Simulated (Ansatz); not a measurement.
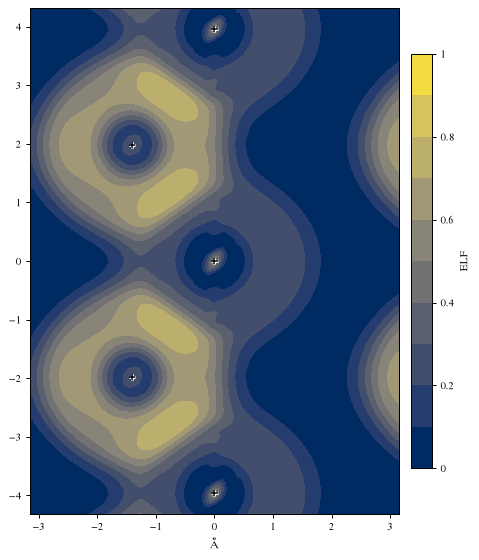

The electron localisation function on a plane through atoms (crosses mark nuclei in the plane).

These are results of DFT LDA, scalar-relativistic, plane waves, PAW (Ansatz 0.2.0), not measurements.

Candidates:
A. CdTe, a = 6.41 Å, b = 6.41 Å, c = 6.41 Å, α = 90.00°, β = 90.00°, γ = 90.00°. Space group F-43m.
B. BN, a = 3.53 Å, b = 3.53 Å, c = 3.53 Å, α = 90.00°, β = 90.00°, γ = 90.00°. Space group F-43m; a structure from a database of computed crystals, not necessarily the ambient phase; computed pressure about 20 GPa in this cell.
C. GaAs, a = 5.60 Å, b = 5.60 Å, c = 5.60 Å, α = 90.00°, β = 90.00°, γ = 90.00°. Space group F-43m.

**Which candidate gave the map?**

Candidate C: GaAs on the (110) plane of the conventional cell, which holds Ga and As. Ga–As (2.43 Å): the ELF peaks at about 0.75 between the atoms; a covalent bond.
